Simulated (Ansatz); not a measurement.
Structure of W:

```cif
data_structure
_symmetry_space_group_name_H-M 'P 1'
_symmetry_Int_Tables_number 1
_cell_length_a 5.7558
_cell_length_b 5.7558
_cell_length_c 5.7558
_cell_angle_alpha 90.000
_cell_angle_beta 90.000
_cell_angle_gamma 90.000
_cell_volume 190.69
loop_
_atom_site_label
_atom_site_type_symbol
_atom_site_fract_x
_atom_site_fract_y
_atom_site_fract_z
_atom_site_occupancy
W1 W 0.00000 0.00000 0.50000 1
W2 W 0.25000 0.75000 0.25000 1
W3 W 0.00000 0.50000 0.00000 1
W4 W 0.25000 0.25000 0.75000 1
W5 W 0.50000 0.00000 0.00000 1
W6 W 0.75000 0.75000 0.75000 1
W7 W 0.50000 0.50000 0.50000 1
W8 W 0.75000 0.25000 0.25000 1
```

It is based on the geometry relaxed with DFT PBEsol, scalar-relativistic, plane waves, PAW in Ansatz 0.2.0; the starting structure was generated, so it need not be a known form of this composition.

Which powder rings are expected with λ = 0.4959 Å and a flat detector at 380 mm? List the innermost 4, leaving out those under 3 % of the strongest.

```
ring    radius  2θ (°)  d (Å)  hkl
   1   57.2 mm    8.56   3.32  111
   2   94.7 mm   14.00   2.03  220
   3  112.0 mm   16.43  1.735  311
   4  137.1 mm   19.84  1.439  400
```

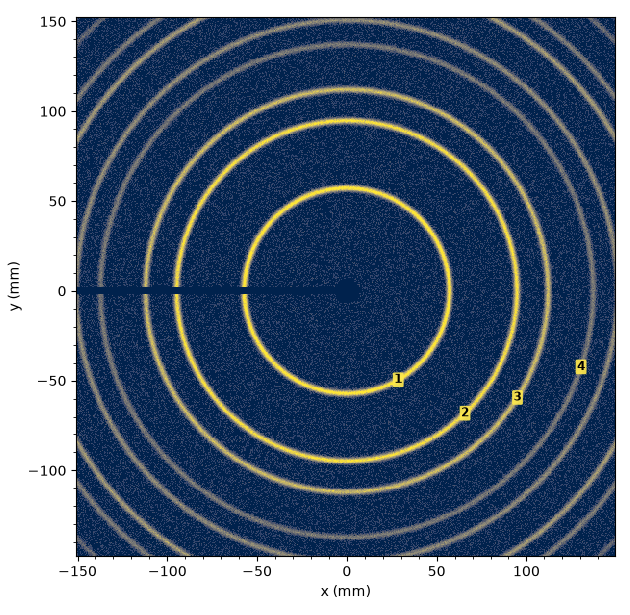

Simulated X-ray powder rings on a flat area detector normal to the beam: λ = 0.4959 Å, sample-to-detector distance 380 mm, axes in mm from the beam centre, for a fine-grained powder without texture. Kinematic intensities with B = 0.3 Å² for all atoms, without absorption; brightness goes as intensity to the power 0.4, clipped at the top, with counting noise. Reflections closer than the ring width show as one ring. The numbers mark the rings of the table.
